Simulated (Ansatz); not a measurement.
**A series of single points on Ge**

System: Ge (2 atoms in the cell).
Method: Kohn-Sham DFT of a periodic cell, PBE0, Ansatz PAW, no spin polarisation (Ansatz 0.2.0).

The 5 runs differ only in the geometry, by an even scaling of the cell at fixed fractional positions. The structure derives from an entry of the Crystallography Open Database.

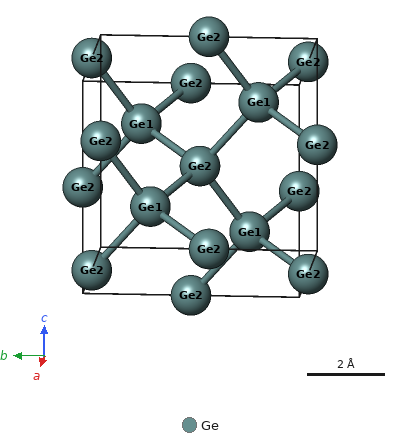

Figure 1. The structure of run 3 (ball-and-stick view of the cell 4 times as large as that of the calculation, set on its symmetry axes, seen at an oblique angle; atoms are numbered from 1 in the order of the input).

### Input of run 3
```yaml
crystal:
  lattice:
    - [0.0, 2.8476450493, 2.8476450493]
    - [2.8476450493, 0.0, 2.8476450493]
    - [2.8476450493, 2.8476450493, 0.0]
  atoms:
    - { symbol: Ge, position: [0.75, 0.75, 0.75] }
    - { symbol: Ge, position: [0.5, 0.5, 0.5] }
hamiltonian:
  xc: pbe0
  pseudopotentials: { kind: paw }
kpoints:
  mp_grid: { grid: [4, 4, 4] }
scf:
  occupations: { method: fermi_dirac, width: 0.05 }
output:
  forces: true
  stress: true
  eigenvalues: true
```

Command:
```bash
ansatz run input.yaml --threads 2 --pin off --max-ram 5632MiB --backend cpu --events-out ev --progress --plain --runs-dir out
```

Lattice vectors (Å) and fractional positions of run 3:
```
   0.000000    2.847645    2.847645
   2.847645    0.000000    2.847645
   2.847645    2.847645    0.000000
Ge  0.750000  0.750000  0.750000
Ge  0.500000  0.500000  0.500000
```

Run 2 differs from it as follows:
```diff
-    - [0.0, 2.8476450493, 2.8476450493]
-    - [2.8476450493, 0.0, 2.8476450493]
-    - [2.8476450493, 2.8476450493, 0.0]
+    - [0.0, 2.82891, 2.82891]
+    - [2.82891, 0.0, 2.82891]
+    - [2.82891, 2.82891, 0.0]
```

### Results, with one run withheld

```csv
run,volume per atom (Å³),"free energy per atom, from the lowest run given (meV)",pressure (GPa),gap on the mesh (eV)
1,22.186,5.65,2.66,1.60
2,22.639,?,?,?
3,23.092,0.00,−0.55,1.39
4,23.545,3.48,−1.90,1.19
5,23.997,10.59,−3.11,0.99
```

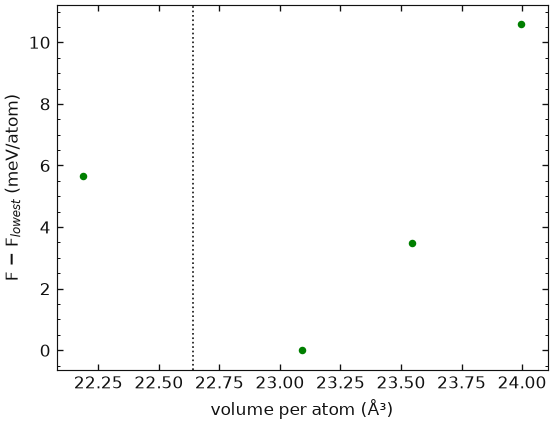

Figure 2. Free energy per atom of the runs given; the dotted line marks run 2.

Fit the runs given and predict run 2.

A quadratic polynomial in V^(−2/3) (the Birch–Murnaghan form), fitted to the 4 runs given, misses them by at most 0.01 meV per atom. With x = V^(−2/3) − 0.12297 Å⁻², it reads F = 0.42571 − 1482.8 x + 7.8783e+05 x² (meV per atom). At run 2 it gives 0.59 meV per atom, and the run itself gives 0.53. The slope of the fit gives a pressure −dF/dV of 0.97 GPa there, and the run prints 0.96 GPa. The fit has its minimum at 22.926 Å³ per atom, where V d²F/dV² gives 75.1 GPa: the bulk modulus at this level, since symmetry fixes the shape and the positions. The gap on the mesh goes, without turning, from 1.60 eV in run 1 to 0.99 eV in run 5; run 2 has 1.53 eV. These are gaps of this functional on this mesh, which can miss the band edges; they aren't the measured gap.

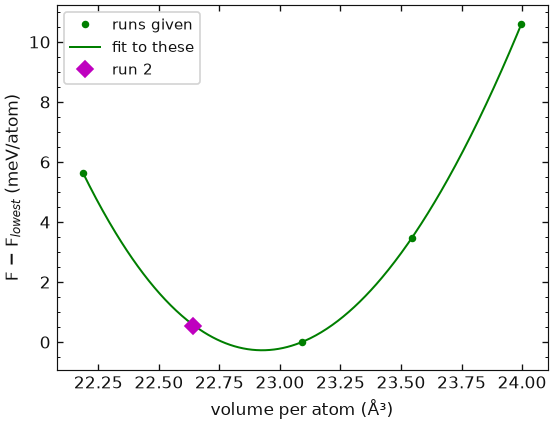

Figure 3. The fit and the withheld run.

### Output, shortened to warnings, some set-up lines, iterations and results (run 2)
```
Warning: output.stress: scf.convergence.dr2_threshold = 1e-7 eV (the SCF's general default) is looser than the 2e-10 eV advised for a printed stress (1e-10 eV for each atom of the cell: 2). What an SCF threshold leaves in a stress goes as its square root, and in the free energy as the threshold itself, and one threshold admits the most on a small cell: of the crystals measured, under no hybrid …
Warning: output.stress: scf.exx.energy_threshold = 1e-6 eV is looser than the 2e-8 eV advised for a stress under a hybrid functional (1e-8 eV for each atom of the cell: 2). Every SCF of the exchange loop can meet its threshold on dr2 while the loop round them stops early: no threshold on dr2 bounds what that leaves in the stress. Set scf.exx.energy_threshold to 2e-8 eV or tighter. The threshold …
Basis set: ecut = 420 eV, 893 PW (Γ), exchange–correlation on 54×54×54 points (8 copies of the dense FFT grid, shifted against one another)
Symmetry: 48 space group operations
k-points: 8 of 64
Initial density: superposition of atomic densities (neutral atoms: chi_scale 0, normalization atom), corrected by the library's trained network
[...]
SCF iter   1: F=—  HF=-8589.683514 eV  |F-HF|=—  |Δ(HF+E_count)|=         —  Δρ=1.18e-3  dr2=8.99e-4  ethr=1.77e-3  ⟨swp⟩=5.8  Hψ=537  notcnv=0
SCF iter   2: F=—  HF=-8589.683736 eV  |F-HF|=—  |Δ(HF+E_count)|=   2.22e-4  Δρ=8.28e-4  dr2=5.22e-4  ethr=3.21e-6  ⟨swp⟩=3.1  Hψ=362  notcnv=0
SCF iter   3: F=—  HF=-8589.683638 eV  |F-HF|=—  |Δ(HF+E_count)|=   9.76e-5  Δρ=2.44e-4  dr2=3.17e-5  ethr=1.15e-7  ⟨swp⟩=2.0  Hψ=556  notcnv=0
SCF iter   4: F=—  HF=-8589.683649 eV  |F-HF|=—  |Δ(HF+E_count)|=   1.09e-5  Δρ=1.23e-4  dr2=6.81e-6  ethr=1.13e-7  ⟨swp⟩=3.0  Hψ=343  notcnv=0
SCF iter   5: F=—  HF=-8589.683664 eV  |F-HF|=—  |Δ(HF+E_count)|=   1.48e-5  Δρ=3.15e-5  dr2=3.13e-7  ethr=2.43e-8  ⟨swp⟩=3.5  Hψ=310  notcnv=0
[... 13 lines ...]
SCF iter   2: F=—  HF=-8591.477540 eV  |F-HF|=—  |Δ(HF+E_count)|=   8.28e-7  Δρ=1.28e-5  dr2=2.00e-6  ethr=4.68e-9  ⟨swp⟩=4.0  Hψ=417  notcnv=0
SCF iter   3: F=—  HF=-8591.477581 eV  |F-HF|=—  |Δ(HF+E_count)|=   4.10e-5  Δρ=1.98e-5  dr2=8.95e-8  ethr=1.84e-10  ⟨swp⟩=4.0  Hψ=489  notcnv=0
SCF iter   4: F=—  HF=-8591.477581 eV  |F-HF|=—  |Δ(HF+E_count)|=   7.40e-8  Δρ=4.26e-6  dr2=1.68e-8  ethr=1.84e-10  ⟨swp⟩=3.0  Hψ=368  notcnv=0
SCF iter   5: F=-8591.477581 eV  HF=-8591.477581 eV  |F-HF|=2.18e-11  |Δ(HF+E_count)|=   2.01e-9  Δρ=1.09e-6  dr2=1.09e-8  ethr=2.30e-11  ⟨swp⟩=3.0  Hψ=303  notcnv=0
SCF 3 converged in 5 iterations: F = -8591.477581 eV  dr2 = 1.09e-8
  Residual-converged pass: ⟨swp⟩=2.1  Hψ=243  notcnv=0  max |occ|·‖R‖ = 2.3e-6 eV (tolerance 2.4e-6 eV)  dr2=1.09e-8  dr2_onsite=3.35e-11  max |Δocc| = 8.3e-16
hybrid outer 2: dexx = +1.983e-6 eV, tail = 6.51e-8 eV, Δε = 5.48e-3 eV (about 2.38e-4 eV left of the loop's levels)
hybrid SCF converged: 2 outer / 12 inner (+8 warm-up), last move |dexx| = 1.98e-6 eV, tail = 6.51e-8 eV
Stability not checked: this state was not tested for a lower state beside it, because the functional holds exact exchange (a hybrid, or Hartree-Fock), whose exchange loop this test does not read (fock_operator; see scf.lower_state_search)
Free energy (F): -8591.477582 eV
Frozen-core exchange: fock
Harris-Foulkes:  -8591.477582 eV  (|F-HF|=2.18e-11)
Internal energy: -8591.477582 eV  (E = F + TS)
E sigma→0 (E₀):  -8591.477582 eV
Entropy (-TS):   -0.000000 eV (-0.000 meV/atom)
Fermi energy:    8.673777 eV
--- Per-component energies (eV) ---
  E_band       = -384.295422
  E_kinetic    = 221.860109
  E_local      = -4947.864282  (includes V_loc(G=0)·N_el)
  E_nonlocal   = 840.889894
  E_hartree    = 2176.559959
  E_xc         = -116.088996
  E_vxc        = -99.563696  (∫ρ·V_xc dr)
  E_exx        = -120.696019  (= α·E_x^exact, valence–valence)
  E_paw        = -3958.197787  (= ΣΔE_a)
  E_vpaw       = -511.347082  (= ΣTr[D̂ρ^β])
  E_aug_tail   = 0.000717  (compensation charges beyond the density's cutoff)
  E_ewald      = -2687.134708
  E_core_change = -0.806467  (= ΣΔE_core)
  E_smearing   = -0.000000  (= −TS)
  E_closure    = -0.000001  (closes the sum)
  Σ components = -8591.477582   (vs F -8591.477582, Δ=0.00e0)
--- Forces (eV/Å), atoms counted from 1 ---
  atom   1  Ge    -0.00000000    -0.00000000    -0.00000000
  atom   2  Ge     0.00000000    -0.00000000     0.00000000
  max |Σ_I F_I| component: 8.79e-17 eV/Å
--- Stress (GPa, compression-positive) ---
        0.956958      -0.000000      -0.000000
       -0.000000       0.956958       0.000000
        0.000000       0.000000       0.956958
  P = ⅓ Tr σ = 0.9570 GPa (9.570 kbar)
```

Warnings of the run: the exchange loop's threshold is looser than advised for the stress; the SCF threshold is looser than advised for the printed stress.
